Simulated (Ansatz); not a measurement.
## Energy of Mg along an even scaling of the cell

System: Mg (P6₃/mmc, 2 atoms in the cell).
Method: Kohn-Sham DFT of a periodic cell, PBE, all-electron LAPW, scalar-relativistic, no spin polarisation (Ansatz 0.2.0).

The 7 runs differ only in the geometry, by an even scaling of the cell at fixed fractional positions. The structure derives from an entry of the Crystallography Open Database.

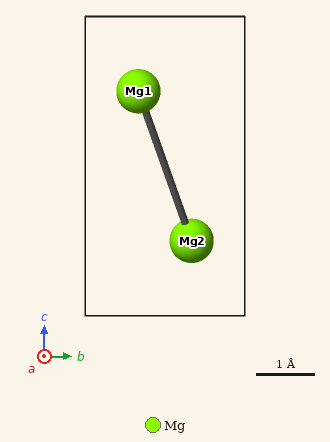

Figure 1. The structure of run 4 (ball-and-stick view of the cell of the calculation, along the a axis; atoms are numbered from 1 in the order of the input).

### Input of run 4
```yaml
crystal:
  lattice:
    - [3.2093, 0.0, 0.0]
    - [-1.60465, 2.7793353284, 0.0]
    - [0.0, 0.0, 5.2103]
  atoms:
    - { symbol: Mg, position: [0.6666666667, 0.3333333333, 0.75] }
    - { symbol: Mg, position: [0.3333333333, 0.6666666667, 0.25] }
kpoints:
  mp_grid: { grid: [10, 10, 5] }
scf:
  occupations: { method: fermi_dirac, width: 0.05 }
hamiltonian:
  xc: pbe
  pseudopotentials: { kind: all_electron, lapw: { basis_error: 0.0005 } }
output:
  forces: true
  stress: true
  eigenvalues: true
```

Command:
```bash
ansatz run input.yaml --threads 1 --pin off --max-ram 2560MiB --backend cpu --events-out ev --progress --plain --runs-dir out
```

Run 3 differs from it as follows:
```diff
-    - [3.2093, 0.0, 0.0]
-    - [-1.60465, 2.7793353284, 0.0]
-    - [0.0, 0.0, 5.2103]
+    - [3.1877604248, 0.0, 0.0]
+    - [-1.5938802124, 2.7606815091, 0.0]
+    - [0.0, 0.0, 5.17533049]
```

### Results, with one run withheld

```tsv
run	volume per atom (Å³)	free energy per atom, from the lowest run given (meV)	pressure (GPa)
1	21.843	6.45	1.99
2	22.308	1.97	1.12
3	22.772	?	?
4	23.237	0.00	−0.39
5	23.702	2.08	−1.03
6	24.167	5.94	−1.61
7	24.631	11.41	−2.14
```

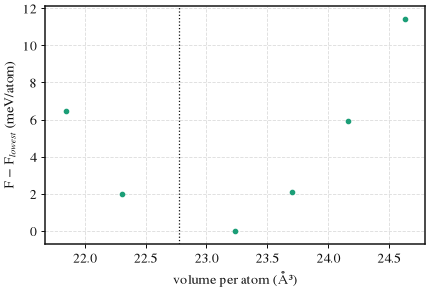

Figure 2. Free energy per atom of the runs given; the dotted line marks run 3.

Fit the runs given and predict run 3.

A cubic polynomial in V^(−2/3) (the Birch–Murnaghan form), fitted to the 6 runs given, misses them by under 0.01 meV per atom. With x = V^(−2/3) − 0.12265 Å⁻², it reads F = 0.11627 − 800.3 x + 3.7433e+05 x² − 1.2441e+05 x³ (meV per atom). At run 3 it gives −0.10 meV per atom, and the run itself gives −0.10. The slope of the fit gives a pressure −dF/dV of 0.33 GPa there, and the run prints 0.33 GPa. The fit has its minimum at 22.980 Å³ per atom, where V d²F/dV² gives 35.5 GPa. Cell shape and fractional positions are held, so this is the stiffness under even scaling; the relaxed bulk modulus wasn't computed.

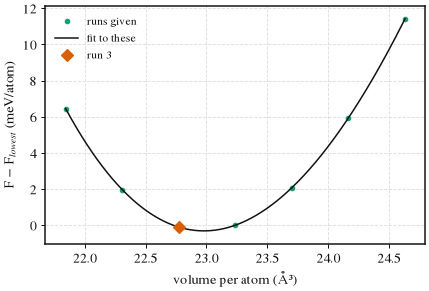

Figure 3. The fit and the withheld run.

### Output, shortened to warnings, some set-up lines, iterations and results (run 3)
```
Basis set: ecut = 118.6269107707805 eV, 135 PW (Γ), exchange–correlation at level 2
Symmetry: 24 space group operations
k-points: 42 of 500
Initial density: superposition of atomic densities (chi_scale 0.1, normalization cell)
[...]
SCF iter   1: F=—  HF=-10902.782743 eV  |F-HF|=—  |Δ(HF+E_count)|=         —  Δρ=7.56e-3  dr2=2.14e-2  ethr=1.06e-4  ⟨swp⟩=3.3  Hψ=4456  notcnv=0
SCF iter   2: F=—  HF=-10902.771972 eV  |F-HF|=—  |Δ(HF+E_count)|=   1.08e-2  Δρ=4.92e-3  dr2=1.02e-2  ethr=1.06e-4  ⟨swp⟩=2.0  Hψ=1663  notcnv=0
SCF iter   3: F=—  HF=-10902.769115 eV  |F-HF|=—  |Δ(HF+E_count)|=   2.86e-3  Δρ=6.65e-4  dr2=2.32e-4  ethr=1.16e-6  ⟨swp⟩=2.0  Hψ=2858  notcnv=0
SCF iter   4: F=—  HF=-10902.769108 eV  |F-HF|=—  |Δ(HF+E_count)|=         —  Δρ=1.39e-4  dr2=1.04e-5  ethr=1.16e-6  ⟨swp⟩=2.0  Hψ=1669  notcnv=0
SCF iter   5: F=—  HF=-10902.769103 eV  |F-HF|=—  |Δ(HF+E_count)|=   5.24e-6  Δρ=1.74e-5  dr2=1.48e-7  ethr=5.20e-8  ⟨swp⟩=2.3  Hψ=1678  notcnv=0
SCF iter   6: F=-10902.769103 eV  HF=-10902.769103 eV  |F-HF|=5.51e-10  |Δ(HF+E_count)|=   6.74e-8  Δρ=1.06e-6  dr2=4.40e-10  ethr=7.39e-10  ⟨swp⟩=2.8  Hψ=1728  notcnv=0
SCF 1 converged in 6 iterations: F = -10902.769103 eV  dr2 = 4.40e-10
SCF converged after 6 iterations
Free energy (F): -10902.769103 eV
Harris-Foulkes:  -10902.769103 eV  (|F-HF|=5.51e-10)
Internal energy: -10902.757424 eV  (E = F + TS)
E sigma→0 (E₀):  -10902.763264 eV
Entropy (-TS):   -0.011679 eV (-5.839 meV/atom)
Fermi energy:    5.486105 eV
--- Per-component energies (eV) ---
  E_band       = -718.699995
  E_kinetic    = 10917.771807
  E_xc         = -895.214686
  E_electrostatic = -20925.314546  (all electrons and nuclei)
  E_smearing   = -0.011679  (= −TS)
  E_closure    = 0.000000  (closes the sum)
  E_atoms      = -10899.778860  (free atoms, spherical and without spin; not in F)
  Σ components = -10902.769103   (vs F -10902.769103, Δ=0.00e0)
  Basis errors (estimates in eV, not in F): energy 1.3e-4 per atom: plane waves 1.2e-4 (5.9e-5 summed), levels above the bands 1.2e-46, relativity 4.6e-9, radial functions 9.8e-6, core shells 5.2e-15; eigenvalues (radial functions only) 2.4e-6; not estimated: angular momenta, meshes, grids; target …
--- Forces (eV/Å), atoms counted from 1 ---
  atom   1  Mg    -0.00000000    -0.00000000     0.00000000
  atom   2  Mg     0.00000000     0.00000000     0.00000000
  max |Σ_I F_I| component: 5.78e-19 eV/Å
--- Stress (GPa, compression-positive) ---
       -0.051185      -0.000000       0.000000
        0.000000      -0.051185       0.000000
        0.000000       0.000000       1.078512
  P = ⅓ Tr σ = 0.3254 GPa (3.254 kbar)
```
